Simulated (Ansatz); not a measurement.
Single-point calculation, with input and output: SnO₂

The run: single-point calculation of SnO₂ (I4₁/amd, 6 atoms in the cell). Method and program: DFT LDA, scalar-relativistic, plane waves, PAW, no spin polarisation (Ansatz 0.2.0).

The structure derives from a Materials Project entry.

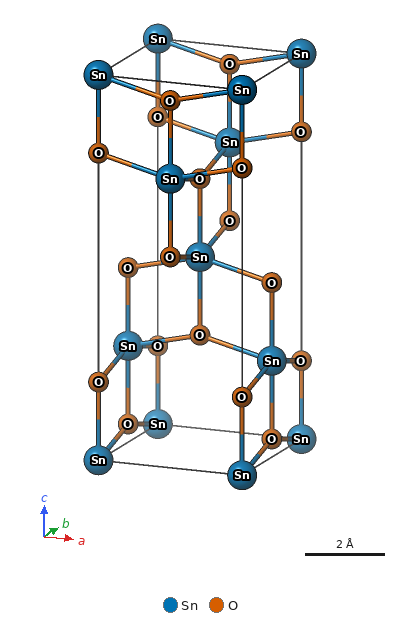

The structure (ball-and-stick view of the cell 2 times as large as that of the calculation, set on its symmetry axes, seen slightly off an axis). An atom can appear more than once, as a periodic image. Near neighbours in the periodic cell (some may lie outside the picture): Sn has 6 O at 2.04 to 2.07 Å; O has 3 Sn at 2.04 to 2.07 Å.

## Input file
```yaml
crystal:
  lattice:
    - [-1.986113037, 1.986113037, 5.0901677921]
    - [1.986113037, -1.986113037, 5.0901677921]
    - [1.986113037, 1.986113037, -5.0901677921]
  atoms:
    - { symbol: Sn, position: [0.75, 0.25, 0.5] }
    - { symbol: Sn, position: [0.0, 0.0, 0.0] }
    - { symbol: O, position: [0.7969975833, 0.7969975833, 0.0] }
    - { symbol: O, position: [0.9530024167, 0.4530024167, 0.5] }
    - { symbol: O, position: [0.2030024167, 0.2030024167, 0.0] }
    - { symbol: O, position: [0.5469975833, 0.0469975833, 0.5] }
basis:
  ecutwfc: 420
kpoints:
  mp_grid: { grid: [10, 10, 10] }
hamiltonian:
  xc: lda
scf:
  occupations: { method: gaussian, width: 0.02 }
output:
  forces: false
  stress: false
  eigenvalues: true
  eigenstates:
    kpoints:
      - [0.197917, 0.197917, 0.265625]
      - [0.191595006, 0.204238994, 0.271946994]
      - [0.204238994, 0.191595006, 0.259303006]
      - [0.204238994, 0.191595006, 0.271946994]
      - [0.191595006, 0.204238994, 0.259303006]
      - [0.214119507, 0.214119507, 0.249422493]
      - [0.181714493, 0.181714493, 0.281827507]
      - [0.197917, 0.197917, 0.27456565]
      - [0.197917, 0.197917, 0.25668435]
      - [0.204903578, 0.213844228, 0.258638422]
      - [0.190930422, 0.181989772, 0.272611578]
      - [0.213844228, 0.204903578, 0.258638422]
      - [0.181989772, 0.190930422, 0.272611578]
      - [0.207271522, 0.207271522, 0.263570488]
      - [0.188562478, 0.188562478, 0.267679512]
      - [0.0, 0.0, 0.0]
      - [-0.006321994, 0.006321994, 0.006321994]
      - [0.006321994, -0.006321994, -0.006321994]
      - [0.006321994, -0.006321994, 0.006321994]
      - [-0.006321994, 0.006321994, -0.006321994]
      - [0.016202507, 0.016202507, -0.016202507]
      - [-0.016202507, -0.016202507, 0.016202507]
      - [0.0, 0.0, 0.00894065]
      - [0.0, 0.0, -0.00894065]
      - [0.006986578, 0.015927228, -0.006986578]
      - [-0.006986578, -0.015927228, 0.006986578]
      - [0.015927228, 0.006986578, -0.006986578]
      - [-0.015927228, -0.006986578, 0.006986578]
      - [0.009354522, 0.009354522, -0.002054512]
      - [-0.009354522, -0.009354522, 0.002054512]
    e_range: [-3.226265, 3.226265]
checkpoint:
  read: start.run
  write: ck
  compress: false
  write_wavefunctions: false
  write_every: 100000
```

Machine: 1 thread of Intel Xeon @ 2.50GHz (Skylake/Cascade Lake), 189 GiB of memory available, shared host.

Run as:
```bash
ansatz run input.yaml --threads 1 --pin off --max-ram 2560MiB --backend cpu --events-out ev --progress --plain --runs-dir out
```

## Output
```
Warning: checkpoint.read: basis.fft_grid_basis: the saved state records [[1, 0, 0], [0, 1, 0], [0, 0, 1]]; without it this run's FFT boxes would lie on [[1, 0, 1], [0, 1, 1], [0, 0, 1]]; this run lays them on the saved basis, on which the saved density and orbitals are stored
Engine: ansatz 0.2.0, x86_64-unknown-linux-gnu
Pseudopotentials: kind: paw
Pseudopotential: Sn, paw, valence charge 14, recommended cutoff 420 eV (normal), Sn.paw.azcp
Pseudopotential: O, paw, valence charge 6, recommended cutoff 420 eV (normal), O.paw.azcp
Functional definition: SPW92
  exchange = slater_x
  correlation = pw_c
Crystal: 6 atoms, lattice volume = 80.316 Å³
Basis set: ecut = 420 eV, 1589 PW (Γ)
Bands: 32, of which v1, the nominal top of the filled ones, is band 26 counted from 1 (25 counted from 0)
Symmetry: 16 space group operations
Space group: I41/amd (ITA 141), of the structure as read, at distance tolerance 4.3e-5 Å
k-points: 102 of 1000
Non-local potential: Sn, projectors of the file, l = 0: 2, l = 1: 2, l = 2: 2, l = 3: 2
Non-local potential: O, projectors of the file, l = 0: 2, l = 1: 2, l = 2: 1
PAW form: soft (Blöchl's): semilocal exchange-correlation on the pseudo side does not see the compensation charge
PAW frozen core: Sn, regenerated for the run's functional, and the local potential with it (the file was generated under x = pbe(κ = 0.804, μ = 0.2195149727645171), c = pbe(β = 0.06672455060314922))
PAW frozen core: O, regenerated for the run's functional, and the local potential with it (the file was generated under x = pbe(κ = 0.804, μ = 0.2195149727645171), c = pbe(β = 0.06672455060314922))
PAW one-centre angular grid: Sn, 590 points (default); XC on 64 Gauss nodes
PAW one-centre angular grid: O, 110 points (default); XC on 64 Gauss nodes
Initial density: read from a saved state, or passed on in memory by an earlier SCF of this step, an earlier step, the calling program or the single point that the run made first
Stability of the state it starts from, as read at its close in the unpolarized treatment: not read negative (Ritz values of 1 − χ₀K, real part plus size of imaginary part, from 1.0 to 1.3, by its mixing steps under the symmetry group of the SCF that read it)
Initial wavefunctions: pseudopotential atomic-orbital guess
Functional: x = slater, c = lda
iter 1 solved again at ethr=3.17e-8 eV; its pass at ethr=3.10e-3 eV (dr2=1.65e-5 eV) is discarded
SCF iter   1: F=—  HF=-13979.820453 eV  |F-HF|=—  |Δ(HF+E_count)|=         —  Δρ=1.46e-6  dr2=1.19e-9  ethr=3.17e-8  ⟨swp⟩=3.6  Hψ=24468  notcnv=0
eigensolver tolerance schedule: the retry pair's looser diagonalisation over-reported the residual by 13793.29 of it (diagonalisation noise at 0.16 of the residual, at the tolerance the schedule requests for it); recorded, not acted on — ethr = c·dr2/N_el stays at c = 1.0e-1
preconditioner: auto → Resta (q_TF=auto, 2.538 Å⁻¹)  ε∞=3.4  [insulator: Δε(μ)=1.735 eV  Ē_g=19.163 eV  σ=0.020 eV  W_gap=1.00  n_scr=24 (ndim 8)  ℏωp=29.9 eV  f_vac=0.130  D(μ)=0.00/eV (n_scr^D=0)  ε∞_Penn≈3.4]
SCF iter   2: F=-13979.820453 eV  HF=-13979.820453 eV  |F-HF|=4.62e-10  |Δ(HF+E_count)|=   1.06e-8  Δρ=1.20e-6  dr2=1.21e-9  ethr=2.30e-12  ⟨swp⟩=6.9  Hψ=13208  notcnv=0
SCF 1 converged in 2 iterations: F = -13979.820453 eV  dr2 = 1.21e-9
  greatest PAW one-centre occupation: 0.997 electrons in one spin orbital (limit 2), on the Sn atom at site 1 (counted from 0), in its partial waves of l = 2
NSCF: frozen V_eff on 30 k-points
SCF converged after 2 iterations
Free energy (F): -13979.820453 eV
Harris-Foulkes:  -13979.820453 eV  (|F-HF|=4.62e-10)
Internal energy: -13979.820453 eV  (E = F + TS)
E sigma→0 (E₀):  -13979.820453 eV
Fermi energy:    7.750989 eV
--- Per-component energies (eV) ---
  E_band       = -223.510457
  E_kinetic    = 1080.956694
  E_local      = -3538.337554  (includes V_loc(G=0)·N_el)
  E_nonlocal   = 151.054466
  E_hartree    = 1770.607639
  E_xc         = -1041.505513
  E_vxc        = -563.767196  (∫ρ·V_xc dr)
  E_paw        = -8602.620160  (= ΣΔE_a)
  E_vpaw       = -894.642476  (= ΣTr[D̂ρ^β])
  E_aug_tail   = 0.010068  (compensation charges beyond the density's cutoff)
  E_ewald      = -3801.223575
  E_core_change = 1.237482  (= ΣΔE_core)
  E_smearing   = -0.000000  (= −TS)
  E_closure    = -0.000000  (closes the sum)
  Σ components = -13979.820453   (vs F -13979.820453, Δ=0.00e0)
--- Band table (eV; the first three rows and the last of 102) ---
  k-point 0: bands = ["-13.4185", "-13.3927", "-13.2461", "-12.6810", "-12.5572", "-12.5572", "-12.3952", "-12.3830", "-12.3830", "-12.3479", "-11.4321", "-8.5792", "-7.8228", "-7.5449", "1.7995", "2.0157", "2.0157", "2.7080", "3.3578", "3.3578", "5.2062", "5.8127", "6.2075", "6.2075", "6.4904", "6.4904", "8.6180", "12.5395", "15.9985", "16.5868", "16.6451", "18.5134"]
  k-point 1: bands = ["-13.3985", "-13.3468", "-13.2024", "-12.7091", "-12.5599", "-12.5495", "-12.3972", "-12.3971", "-12.3887", "-12.3495", "-11.2975", "-8.6667", "-7.8479", "-7.7216", "0.7436", "2.2881", "2.3634", "2.8753", "3.1123", "3.9941", "5.4262", "5.6925", "5.8177", "6.2353", "6.3368", "6.5479", "9.2828", "12.6070", "16.2072", "16.6078", "16.6424", "17.8575"]
  k-point 2: bands = ["-13.3438", "-13.2175", "-13.0782", "-12.7862", "-12.5684", "-12.5274", "-12.4104", "-12.4045", "-12.4018", "-12.3569", "-10.9356", "-8.9010", "-8.1711", "-7.9445", "-0.2286", "1.8858", "2.1578", "3.0056", "4.2078", "4.9962", "5.0677", "5.3688", "5.9240", "5.9322", "6.3083", "6.6789", "10.5760", "12.8531", "16.4421", "16.5570", "16.6321", "16.8430"]
  k-point 101: bands = ["-13.5824", "-13.5824", "-12.7451", "-12.7451", "-12.6026", "-12.6026", "-12.3716", "-12.3716", "-12.3331", "-12.3331", "-10.5206", "-10.5206", "-7.2196", "-7.2196", "1.6090", "1.6090", "3.2436", "3.2436", "4.0513", "4.0513", "4.0814", "4.0814", "5.8399", "5.8399", "6.5985", "6.5985", "11.2577", "11.2577", "14.3439", "14.3439", "18.8646", "18.8646"]
```

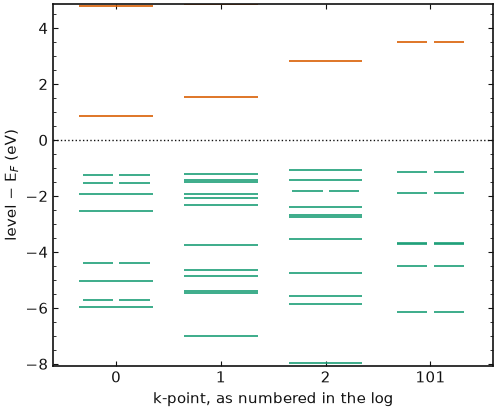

Kohn–Sham levels near the Fermi level (dotted) at the few k-points that the log prints; levels within 0.02 eV of each other stand side by side. Among these points the highest filled and lowest empty levels are 1.94 eV apart; the gap on the full mesh, 1.73 eV, has an edge at a point that isn't printed.

## Results in brief

| quantity | value |
| --- | --- |
| outcome | converged |
| space group (tolerance 0.01 Å) | I4₁/amd (141) |
| electrons treated | 52 |
| free energy | −13979.8205 eV |
| Fermi energy | 7.751 eV |
| gap on the k-point mesh | 1.73 eV |
| wall time | 36 s |
| peak memory | 0.47 GiB |
